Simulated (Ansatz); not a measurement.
TiO: single-point calculation (part 1 of 2)

- system: TiO (Pm-3m, 6 atoms in the cell)
- method: DFT r2SCAN, scalar-relativistic, plane waves, PAW, spin-polarised (Ansatz 0.2.0)

The structure derives from a Materials Project entry. It belongs to a series of runs on one base structure; here: volume fm: 0.86 V/V0. Figures and captions count atoms from 1; the log counts them from 0 in places.

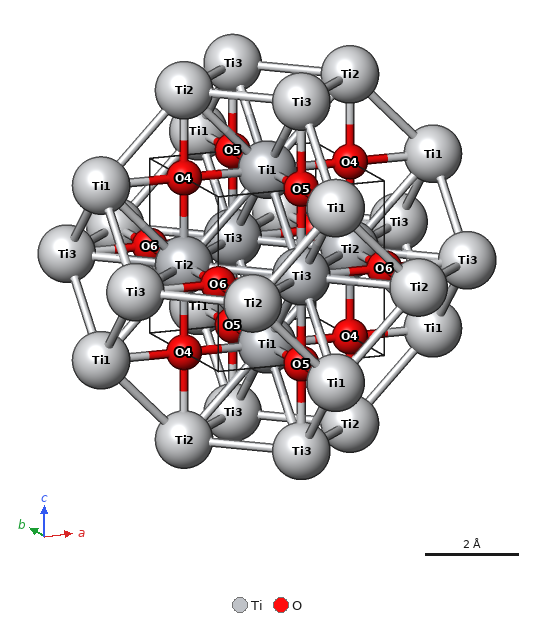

Fig. 1: The structure as given in the input (ball-and-stick view of the cell of the calculation, seen slightly off an axis; neighbours outside the cell are drawn fainter; atoms are numbered from 1 in the order of the input). An atom can appear more than once, as a periodic image. Near neighbours in the periodic cell (some may lie outside the picture): Ti has 4 O at 1.94 Å and 8 Ti at 2.75 Å; O has 4 Ti at 1.94 Å.

Results in brief:

- outcome: converged
- space group (tolerance 0.01 Å): Pm-3m (221)
- electrons treated: 54
- free energy: −9226.2221 eV
- Fermi energy: 15.587 eV
- gap on the k-point mesh: none (metallic)
- net moment of the cell: 0.31 μB
- integrated absolute moment: 0.32 μB
- pressure: 37.61 GPa
- largest force (length of the vector): under 0.001 eV/Å
- hardware: 1 thread of Intel Xeon @ 2.50GHz (Skylake/Cascade Lake), 189 GiB of memory available, shared host
- wall time: 5.5 min
- peak memory: 0.81 GiB

Remarks:

The electronic state found may not be the lowest one. Warnings of the run: the state was not tested for a lower one. The cell is under a pressure of 38 GPa at this level, so it is not at its equilibrium volume.

The input:
```yaml
crystal:
  lattice:
    - [3.8862927068, 0.0, 0.0]
    - [0.0, 3.8862927068, 0.0]
    - [0.0, 0.0, 3.8862927068]
  atoms:
    - { symbol: Ti, position: [0.5, 0.5, 0.0], spin: 1.0 }
    - { symbol: Ti, position: [0.0, 0.5, 0.5] }
    - { symbol: Ti, position: [0.5, 0.0, 0.5] }
    - { symbol: O, position: [0.0, 0.5, 0.0] }
    - { symbol: O, position: [0.5, 0.0, 0.0] }
    - { symbol: O, position: [0.0, 0.0, 0.5] }
basis:
  ecutwfc: 500
kpoints:
  mp_grid: { grid: [10, 10, 10] }
hamiltonian:
  xc: r2scan
scf:
  occupations: { method: gaussian, width: 0.1 }
  lower_state_search: "off"
output:
  forces: true
  stress: true
  eigenvalues: true
  populations: true
  write_density: true
  write_potential: true
  elf: true
  volumetric_format: npy
magnetization:
  spin_polarized: true
```

Command:
```bash
ansatz run input.yaml --threads 1 --pin off --max-ram 2560MiB --backend cpu --events-out ev --progress --plain --runs-dir out
```

What the program printed:
```
Engine: ansatz 0.2.0, x86_64-unknown-linux-gnu
Pseudopotentials: kind: paw
Pseudopotential: Ti, paw, valence charge 12, recommended cutoff 500 eV (meta_gga), Ti.paw.azcp
Pseudopotential: O, paw, valence charge 6, recommended cutoff 500 eV (meta_gga), O.paw.azcp
Functional definition: r2SCAN
  parameter k0 = 0.174
  parameter k1 = 0.065
  parameter a1 = 4.9479
  exchange = r2scan_x(k0 = k0, k1 = k1, a1 = a1)
  correlation = r2scan_c
Crystal: 6 atoms, lattice volume = 58.696 Å³
Basis set: ecut = 500 eV, 1503 PW (Γ), exchange–correlation on 120×120×120 points (64 copies of the dense FFT grid, shifted against one another)
Bands: 34, of which v1, the nominal top of the filled ones, is band 27 counted from 1 (26 counted from 0)
Symmetry: 16 space group operations
Space group: P4/mmm (ITA 123), of the structure as read, at distance tolerance 3.9e-5 Å
Magnetic group: BNS 123.339 (UNI 999), of the structure as read, at distance tolerance 3.9e-5 Å
k-points: 126 of 1000
Non-local potential: Ti, projectors of the file, l = 0: 3, l = 1: 2, l = 2: 3, l = 3: 1
Non-local potential: O, projectors of the file, l = 0: 2, l = 1: 2, l = 2: 1
PAW form: soft (Blöchl's): semilocal exchange-correlation on the pseudo side does not see the compensation charge
PAW frozen core: Ti, regenerated for the run's functional (the file was generated under x = pbe(κ = 0.804, μ = 0.2195149727645171), c = pbe(β = 0.06672455060314922))
PAW frozen core: O, regenerated for the run's functional (the file was generated under x = pbe(κ = 0.804, μ = 0.2195149727645171), c = pbe(β = 0.06672455060314922))
PAW one-centre angular grid: Ti, 590 points (default); XC on 160 Gauss nodes
PAW one-centre angular grid: O, 302 points (default); XC on 160 Gauss nodes
Initial density: superposition of atomic densities (chi_scale 0.1, normalization cell, long waves kept (reshape's long-wave potential 0.02 eV rms))
Starting moments: Σ|m| = 1 μB on 1 of 6 sites
Initial wavefunctions: pseudopotential atomic-orbital guess
Functional: x = r2scan, c = r2scan; τ floored in thin density (d = 2e-4 eV/Å³)
```
